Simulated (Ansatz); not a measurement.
## Two runs on BN

System: BN (Fm-3m, 2 atoms in the cell).
Method of the first run: DFT, PBE, plane waves, PAW, no spin polarisation (Ansatz 0.2.0).

The structure was built on a prototype by a generator. The geometry comes from this level: r2SCAN (a point of a series of strains). Text and figures count atoms from 1; the logs count them from 0 in places.

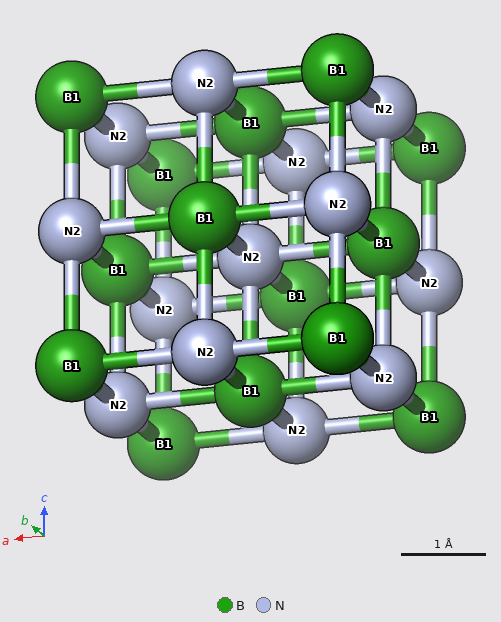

**Figure 1.** The structure (ball-and-stick view of the cell 4 times as large as that of the calculation, set on its symmetry axes, seen at an oblique angle; atoms are numbered from 1 in the order of the input). Near neighbours in the crystal (not all of them lie inside the picture): B has 6 N at 1.68 Å; N has 6 B at 1.68 Å.

## Input file, the first run
```yaml
crystal:
  lattice:
    - [0.0, 1.6759929025, 1.6759929025]
    - [1.6759929025, 0.0, 1.6759929025]
    - [1.6759929025, 1.6759929025, 0.0]
  atoms:
    - { symbol: B, position: [0.0, 0.0, 0.0] }
    - { symbol: "N", position: [0.5, 0.5, 0.5] }
kpoints:
  mp_grid: { grid: [12, 12, 12] }
  band_path:
    path:
      - [0.0, 0.0, 0.0]
      - [0.5, 0.0, 0.5]
      - [0.625, 0.25, 0.625]
      - [0.375, 0.375, 0.75]
      - [0.5, 0.5, 0.5]
      - [0.5, 0.25, 0.75]
      - [0.0, 0.165365, -0.165365]
      - [0.0, 0.5, 0.5]
    npoints: 1
hamiltonian:
  xc: pbe
scf:
  occupations: { method: fermi_dirac, width: 0.02 }
  n_extra_bands: 4
output:
  forces: true
  stress: true
  eigenvalues: true
```

Launched with:
```bash
ansatz run input.yaml --threads 2 --pin off --max-ram 2211MiB --backend cpu --events-out ev --progress --plain --runs-dir out
```

Hardware: 2 threads of an x86-64 CPU, shared host.

## Output, shortened to warnings, some set-up lines, iterations and results (the first run)
```
Basis set: ecut = 420 eV, 169 PW (Γ), exchange–correlation on 32×32×32 points (8 copies of the dense FFT grid, shifted against one another)
Symmetry: 48 space group operations
k-points: 72 of 1728
Initial density: superposition of atomic densities (neutral atoms: chi_scale 0, normalization atom), corrected by the library's trained network
[...]
SCF iter   1: F=—  HF=-538.534054 eV  |F-HF|=—  |Δ(HF+E_count)|=         —  Δρ=1.93e-2  dr2=2.68e-2  ethr=1.77e-3  ⟨swp⟩=4.7  Hψ=3736  notcnv=0
SCF iter   2: F=—  HF=-538.527830 eV  |F-HF|=—  |Δ(HF+E_count)|=   6.22e-3  Δρ=4.72e-3  dr2=1.16e-3  ethr=3.35e-4  ⟨swp⟩=2.2  Hψ=1479  notcnv=0
SCF iter   3: F=—  HF=-538.527655 eV  |F-HF|=—  |Δ(HF+E_count)|=   1.74e-4  Δρ=1.52e-3  dr2=5.79e-5  ethr=1.45e-5  ⟨swp⟩=2.5  Hψ=1087  notcnv=0
SCF iter   4: F=—  HF=-538.527839 eV  |F-HF|=—  |Δ(HF+E_count)|=   1.83e-4  Δρ=1.11e-4  dr2=3.67e-7  ethr=7.24e-7  ⟨swp⟩=2.1  Hψ=857  notcnv=0
SCF iter   5: F=-538.527836 eV  HF=-538.527836 eV  |F-HF|=2.65e-9  |Δ(HF+E_count)|=   2.89e-6  Δρ=7.28e-6  dr2=1.16e-9  ethr=4.58e-9  ⟨swp⟩=2.2  Hψ=854  notcnv=0
SCF iter   6: F=-538.527836 eV  HF=-538.527836 eV  |F-HF|=5.04e-11  |Δ(HF+E_count)|=   2.88e-9  Δρ=8.73e-7  dr2=1.82e-11  ethr=1.45e-11  ⟨swp⟩=1.7  Hψ=1724  notcnv=0
SCF 1 converged in 6 iterations: F = -538.527836 eV  dr2 = 1.82e-11
NSCF: frozen V_eff on 8 k-points
SCF converged after 6 iterations
Free energy (F): -538.527836 eV
Harris-Foulkes:  -538.527836 eV  (|F-HF|=5.04e-11)
Internal energy: -538.527836 eV  (E = F + TS)
E sigma→0 (E₀):  -538.527836 eV
Fermi energy:    18.131923 eV
--- Per-component energies (eV) ---
  E_band       = 59.980955
  E_kinetic    = 191.620898
  E_local      = -113.224774  (includes V_loc(G=0)·N_el)
  E_nonlocal   = 56.701834
  E_hartree    = 33.022132
  E_xc         = -95.076744
  E_vxc        = -118.571990  (∫ρ·V_xc dr)
  E_paw        = -206.520915  (= ΣΔE_a)
  E_vpaw       = -22.589390  (= ΣTr[D̂ρ^β])
  E_aug_tail   = 0.000110  (compensation charges beyond the density's cutoff)
  E_ewald      = -405.050376
  E_smearing   = -0.000000  (= −TS)
  E_closure    = -0.000000  (closes the sum)
  Σ components = -538.527836   (vs F -538.527836, Δ=0.00e0)
--- Forces (eV/Å), atoms counted from 1 ---
  atom   1  B     -0.00000000     0.00000000    -0.00000000
  atom   2  N      0.00000000    -0.00000000    -0.00000000
  max |Σ_I F_I| component: 1.08e-29 eV/Å
--- Stress (GPa, compression-positive) ---
       64.948443      -0.000000       0.000000
        0.000000      64.948443      -0.000000
       -0.000000       0.000000      64.948443
  P = ⅓ Tr σ = 64.9484 GPa (649.484 kbar)
```

The input of the second run differs as follows (lines with − go, lines with + come):
```diff
-    - [0.0, 1.6759929025, 1.6759929025]
-    - [1.6759929025, 0.0, 1.6759929025]
-    - [1.6759929025, 1.6759929025, 0.0]
+    - [-0.0232776792, 1.7225482609, 1.7225482609]
+    - [1.7225482609, -0.0232776792, 1.7225482609]
+    - [1.7225482609, 1.7225482609, -0.0232776792]
```

What does this change do to the results?

With the same functional and potentials, the second run lies 109.9 meV per atom lower. The gap on the mesh goes from 2.17 to 1.23 eV. The pressure goes from 64.95 to 12.32 GPa. The volume per atom goes from 4.71 to 5.21 Å³. The number of SCF iterations is the same. The irreducible k-points go from 72 to 189. The plane waves at Γ go from 169 to 181.

## Output, shortened to warnings, some set-up lines, iterations and results (the second run)
```
Basis set: ecut = 420 eV, 181 PW (Γ), exchange–correlation on 36×36×36 points (8 copies of the dense FFT grid, shifted against one another)
Symmetry: 12 space group operations
k-points: 189 of 1728
Initial density: superposition of atomic densities (neutral atoms: chi_scale 0, normalization atom), corrected by the library's trained network
[...]
SCF iter   1: F=—  HF=-538.751149 eV  |F-HF|=—  |Δ(HF+E_count)|=         —  Δρ=1.43e-2  dr2=1.70e-2  ethr=1.77e-3  ⟨swp⟩=4.7  Hψ=9782  notcnv=0
SCF iter   2: F=—  HF=-538.747849 eV  |F-HF|=—  |Δ(HF+E_count)|=   3.30e-3  Δρ=5.30e-3  dr2=2.35e-3  ethr=2.12e-4  ⟨swp⟩=2.0  Hψ=3581  notcnv=0
SCF iter   3: F=—  HF=-538.747539 eV  |F-HF|=—  |Δ(HF+E_count)|=   3.10e-4  Δρ=5.75e-4  dr2=1.38e-5  ethr=2.93e-5  ⟨swp⟩=2.8  Hψ=2765  notcnv=0
SCF iter   4: F=—  HF=-538.747554 eV  |F-HF|=—  |Δ(HF+E_count)|=   1.44e-5  Δρ=5.82e-5  dr2=2.47e-7  ethr=1.73e-7  ⟨swp⟩=2.4  Hψ=2223  notcnv=0
SCF iter   5: F=-538.747554 eV  HF=-538.747554 eV  |F-HF|=1.81e-10  |Δ(HF+E_count)|=   4.37e-8  Δρ=5.85e-6  dr2=1.92e-9  ethr=3.09e-9  ⟨swp⟩=1.5  Hψ=1709  notcnv=0
SCF iter   6: F=-538.747554 eV  HF=-538.747554 eV  |F-HF|=2.16e-12  |Δ(HF+E_count)|=  8.09e-10  Δρ=2.85e-7  dr2=2.86e-12  ethr=2.40e-11  ⟨swp⟩=1.2  Hψ=4536  notcnv=0
SCF 1 converged in 6 iterations: F = -538.747554 eV  dr2 = 2.86e-12
NSCF: frozen V_eff on 8 k-points
SCF converged after 6 iterations
Free energy (F): -538.747554 eV
Harris-Foulkes:  -538.747554 eV  (|F-HF|=2.16e-12)
Internal energy: -538.747554 eV  (E = F + TS)
E sigma→0 (E₀):  -538.747554 eV
Fermi energy:    15.757880 eV
--- Per-component energies (eV) ---
  E_band       = 49.064909
  E_kinetic    = 184.805498
  E_local      = -124.034049  (includes V_loc(G=0)·N_el)
  E_nonlocal   = 56.004782
  E_hartree    = 35.284886
  E_xc         = -93.394917
  E_vxc        = -116.351361  (∫ρ·V_xc dr)
  E_paw        = -205.928969  (= ΣΔE_a)
  E_vpaw       = -21.929815  (= ΣTr[D̂ρ^β])
  E_aug_tail   = 0.000094  (compensation charges beyond the density's cutoff)
  E_ewald      = -391.484878
  E_smearing   = -0.000000  (= −TS)
  E_closure    = -0.000000  (closes the sum)
  Σ components = -538.747554   (vs F -538.747554, Δ=0.00e0)
--- Forces (eV/Å), atoms counted from 1 ---
  atom   1  B      0.00000000     0.00000000    -0.00000000
  atom   2  N     -0.00000000    -0.00000000    -0.00000000
  max |Σ_I F_I| component: 1.58e-30 eV/Å
--- Stress (GPa, compression-positive) ---
       12.319267       8.675331       8.675331
        8.675331      12.319267       8.675331
        8.675331       8.675331      12.319267
  P = ⅓ Tr σ = 12.3193 GPa (123.193 kbar)
```

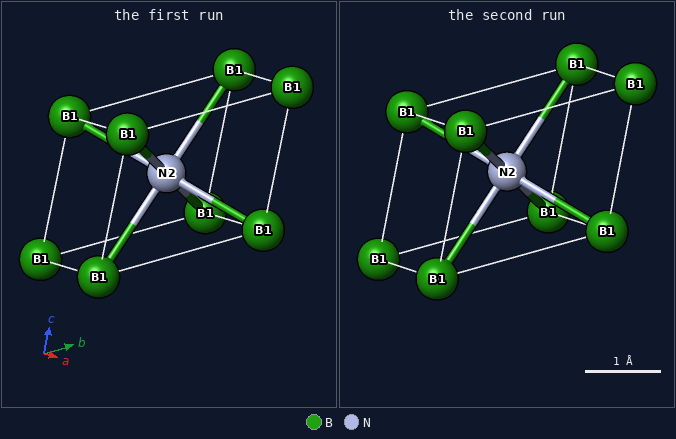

**Figure 2.** The two input geometries at one scale (ball-and-stick view of the cell of the calculation, seen slightly off an axis). No atom moves by more than 0.005 Å relative to the cell. The volume changes by +10.8 %, with a = b = c 2.370 → 2.436 Å (+2.8 %), α 60.0° → 60.9°, β 60.0° → 60.9°, γ 60.0° → 60.9°. Among the contacts that change: B1–N2 1.676 → 1.734 Å.

## The two runs side by side

| quantity | the first run | the second run |
| --- | --- | --- |
| outcome | converged | converged |
| free energy per atom (eV) | −269.2639 | −269.3738 |
| gap on the mesh (eV) | 2.17 | 1.23 |
| pressure (GPa) | 64.95 | 12.32 |
| volume per atom (Å³) | 4.71 | 5.21 |
| largest force (eV/Å) | 0.000 | 0.000 |
| SCF iterations | 6 | 6 |
| irreducible k-points | 72 | 189 |
| plane waves at Γ | 169 | 181 |
| wall time (shared host) | 2 s | 5 s |

For the first run: The cell is under a pressure of 65 GPa at this level, so it is not at its equilibrium volume. For the second run: The cell is under a pressure of 12.3 GPa at this level, so it is not at its equilibrium volume.
